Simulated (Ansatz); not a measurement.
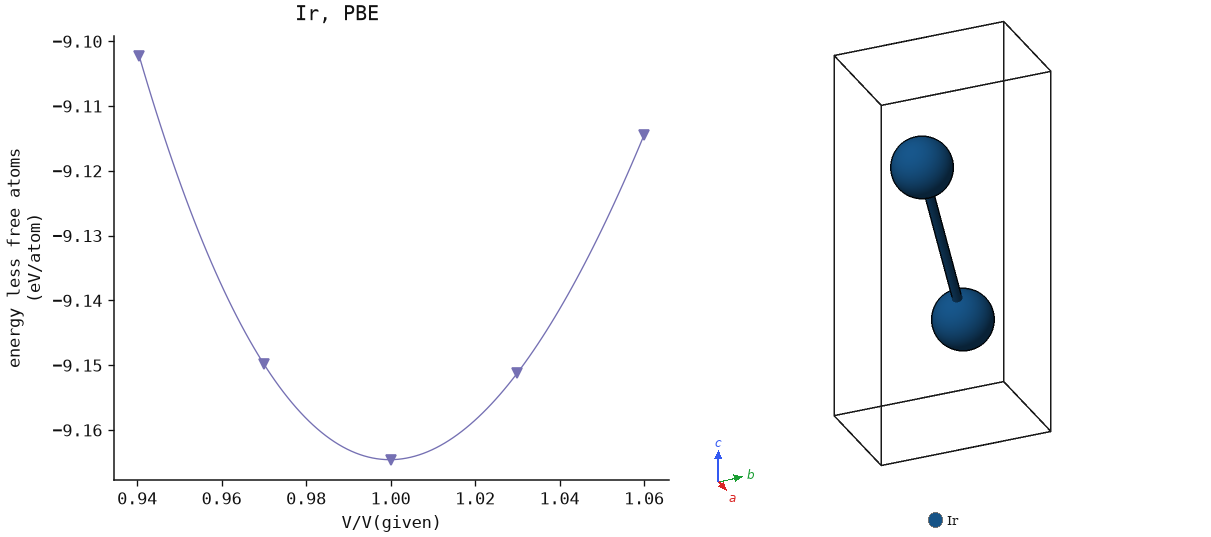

Plotted: energy less free atoms against V/V(given) for Ir, space group P6_3/mmc (No. 194). The conventional cell is drawn beside the plot.

Cell as given: a = 2.749 Å, b = 2.749 Å, c = 4.452 Å, α = 90.00°, β = 90.00°, γ = 120.00°; 2 atoms.

How it was computed, with Ansatz 0.2.0: periodic Kohn-Sham DFT of a crystal at fixed atoms, scaled to the stated factor times the given cell, energy less spherical unpolarised free atoms. Level: PBE.

- method: all-electron LAPW
- relativity: scalar
- k mesh: 15×15×8
- occupations: Fermi–Dirac
- smearing width: 0.03 eV
- basis error target: 1 (meV/atom)
- nucleus: Gaussian

V(given) is 14.56 Å³/atom.

Q: Give the fitted equation-of-state parameters.

A: A third-order Birch–Murnaghan fit gives V0 = 14.56 Å³/atom, B0 = 343 GPa and B′ = 5.2.

Note: no spin-orbit coupling on heavy atoms; shape and atomic fractions are frozen while scaling, which makes layered, chain and framework solids too stiff.
